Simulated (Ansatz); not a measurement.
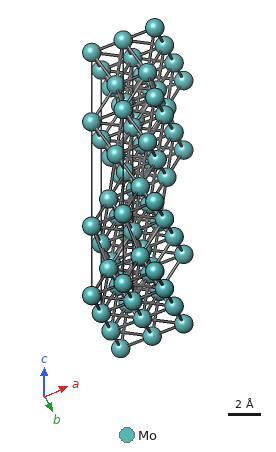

Starting structure of a crystal of Mo (a generated structure, set up in P-3m1). The picture is a ball-and-stick view of the cell of the calculation, repeated 2 × 3 × 1 with one cell outlined, seen from a free direction.

Case: stacking ABABCAC.

Level of theory: Ansatz, DFT PBE, scalar-relativistic, plane waves, PAW.

Input file:
```yaml
crystal:
  lattice:
    - [2.7561238533, 0.0, 0.0]
    - [-1.3780619267, 2.386873273, 0.0]
    - [0.0, 0.0, 17.1493634161]
  atoms:
    - { symbol: Mo, position: [0.0, 0.0, 0.0] }
    - { symbol: Mo, position: [0.3333333333, 0.6666666667, 0.1428571429] }
    - { symbol: Mo, position: [0.0, 0.0, 0.2857142857] }
    - { symbol: Mo, position: [0.3333333333, 0.6666666667, 0.4285714286] }
    - { symbol: Mo, position: [0.6666666667, 0.3333333333, 0.5714285714] }
    - { symbol: Mo, position: [0.0, 0.0, 0.7142857143] }
    - { symbol: Mo, position: [0.6666666667, 0.3333333333, 0.8571428571] }
basis:
  ecutwfc: 420
kpoints:
  mp_grid: { grid: [18, 18, 3] }
hamiltonian:
  xc: pbe
scf:
  occupations: { method: gaussian, width: 0.1 }
output:
  forces: true
  stress: true
  eigenvalues: true
  populations: true
relax:
  adjacent_minimum: "off"
  f_tol: 0.01
  max_steps: 45
  cell: { stress_tol: 0.05 }
```

Run as
```bash
ansatz run input.yaml --threads 1 --pin off --max-ram 2560MiB --backend cpu --events-out ev --progress --plain --runs-dir out
```

Q: Where does the relaxation end?

A: After 3 accepted moves (5 points after the start) the energy has fallen by 14.2 meV per cell of the calculation. Largest force component: 0.12 eV/Å at the start, 0.0018 eV/Å at the end. Pressure: −0.03 GPa at the start and −0.03 GPa at the end. The line search rejected the trial step at point 1 of the run. The SCF was repeated once at an unchanged geometry on a basis and grid sized afresh for the cell, which shifted the energy by 0.1 meV per cell of the calculation at most. The largest moves relative to the cell, 0.010 Å, are those of Mo3 and Mo6. Mo6 goes along −c. Cell: a = b 2.756 → 2.770 Å (+0.5 %), c 17.149 → 16.939 Å (−1.2 %). Volume −0.2 %. Near-neighbour distances that change, for instance: Mo1–Mo2 2.921 → 2.894 Å, Mo3–Mo4 2.921 → 2.899 Å, Mo1–Mo1 2.756 → 2.770 Å, Mo2–Mo3 2.921 → 2.915 Å. The space group stays P-3m1 (No. 164).

The structure at the end:

```
Mo
1.0
     2.77010    0.00000    0.00000
    -1.38505    2.39898    0.00000
     0.00000    0.00000   16.93948
Mo
7
Direct
  0.00000 0.00000 0.00000
  0.33333 0.66667 0.14241
  0.00000 0.00000 0.28631
  0.33333 0.66667 0.42905
  0.66667 0.33333 0.57095
  0.00000 0.00000 0.71369
  0.66667 0.33333 0.85759
```

The end point in the same view:

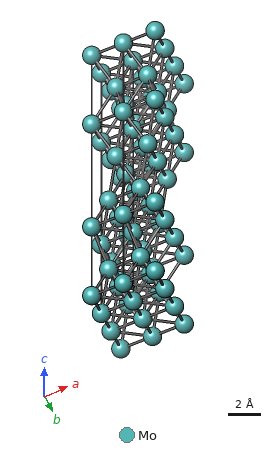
